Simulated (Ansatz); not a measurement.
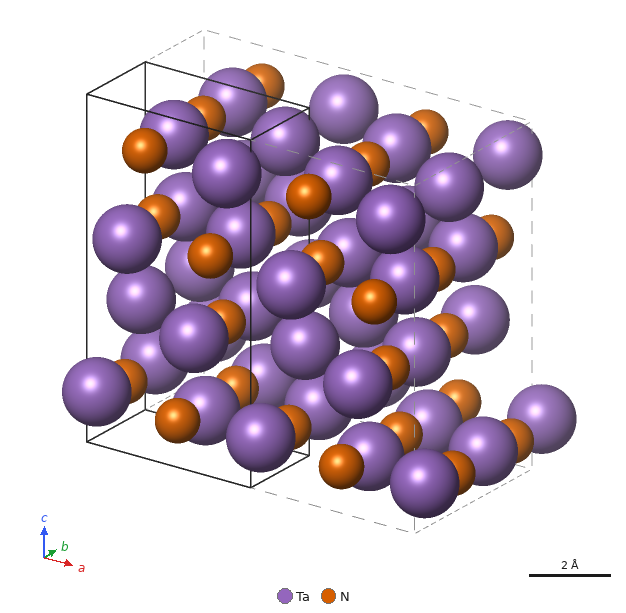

Crystal structure, spheres-only style, seen slightly off an axis. A block of 2×2×1 cells is shown, with one conventional unit cell in solid outline.

Ta4N3, space group Pm (No. 6), a = 4.38 Å, b = 4.38 Å, c = 8.76 Å, α = 90.00°, β = 101.54°, γ = 90.00°.

Results below were computed with Ansatz 0.2.0, DFT r2SCAN, scalar-relativistic, plane waves, PAW; the settings were an energy cutoff of 500 eV, k-points about 0.16 Å⁻¹ apart, Gaussian smearing of 0.15 eV, no spin polarisation.

### Is the electronic structure metallic or gapped?

A metal: bands cross the Fermi level.

### Under what pressure is the structure?

The computed pressure is 13.1 GPa (compressed: it would expand). The stress isn't hydrostatic: its largest component is 44.4 GPa.

The starting point was a structure listed in the Materials Project. The cell was then strained or its atoms displaced on purpose. An electronic-structure calculation with Ansatz was run on it.

At this level of theory the run's own cell isn't at rest (compressed, at 13 GPa and forces up to 10.3 eV/Å), so its distances can differ from those at equilibrium, the more so the softer the solid.
